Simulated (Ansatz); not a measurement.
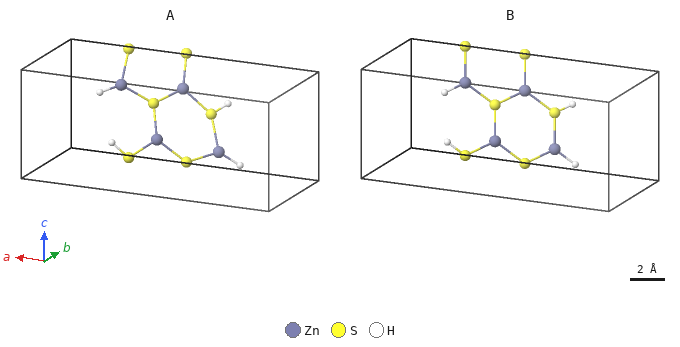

Two geometries of a wire of composition ZnHS, drawn at one scale. One is the start of a relaxation, the other its converged end. A ball-and-stick model of the cell of the calculation, with the vacuum cut short, seen from a free direction.

Method: DFT PBE, scalar-relativistic, plane waves, PAW (Ansatz 0.2.0). (plane-wave cutoff 420 eV; k-point mesh 1 × 1 × 5; occupations gaussian; smearing width 0.05 eV; no spin polarisation; cell relaxed at fixed a, b, alpha, beta, gamma; force threshold 0.02 eV/Å; at most 45 steps)

Which one is relaxed?

Answer. Structure A is the relaxed one. Case: armchair ribbon, 4 formula units a period, edges capped with H. The energy falls by 0.440 eV per cell of the calculation in 6 accepted moves (7 points after the start). Largest force component: 0.74 eV/Å at the start, 0.014 eV/Å at the end. The SCF was repeated once at an unchanged geometry on a basis and grid sized afresh for the cell, which shifted the energy by 0.4 meV per cell of the calculation at most. The largest moves relative to the centre of the atoms, 0.31 Å, are those of H atoms. Largest moves by element: H 0.31 Å, Zn 0.30 Å, S 0.25 Å. Along the periodic axis the drawn cell goes c 6.731 → 6.707 Å (−0.4 %). Near-neighbour distances that change, for instance: S–Zn 2.244 → 2.331 Å, S–Zn 2.244 → 2.282 Å, S–Zn 2.244 → 2.223 Å, H–Zn 1.550 → 1.533 Å. Bond angles that change, for instance: S–Zn–S 120.0° → 100.5°, Zn–S–Zn 120.0° → 138.2°, S–Zn–H 120.0° → 132.6°.
